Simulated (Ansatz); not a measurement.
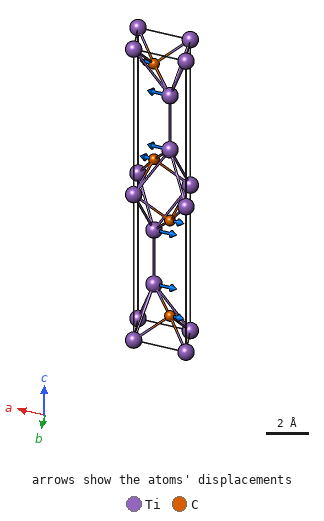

Normal modes of crystalline Ti$_{3}$C$_{2}$, space group P6₃/mmc (No. 194), at the zone centre. The optical levels lie at 42i (×2), 132, 153 (×2), 166 (×2), 241, 279, 286 (×2), 290 (×2), 394, 405, 583, 589, 653 (×2), 657 (×4), 660 (×2), 678, 687 cm⁻¹. One mode is drawn. The blue arrows are the displacements of the atoms (eigenvector over the root of the mass), of arbitrary overall length and sign. The picture is a ball-and-stick view of the cell of the calculation, seen from a free direction.

All numbers below come from DFT LDA, scalar-relativistic, plane waves, PAW (Ansatz 0.2.0). (plane-wave cutoff 420 eV; k-point mesh 12 × 12 × 4; occupations fermi dirac; smearing width 0.15 eV; no spin polarisation)

The frequencies depend somewhat on the k-mesh and the smearing.

To which level does it belong?

The level at 166 cm⁻¹. This is the E₂g mode (doubly degenerate; one member of the set is drawn), optical level 4 of 17, counted from below (1 lower level is imaginary, so the structure is unstable), Raman-active by symmetry. The Ti (2a) atoms stay at rest; all motion is along a; atoms of one kind move against one another, with no net shift of any sublattice; the kinetic energy is shared as Ti 92 %, C 8 %.
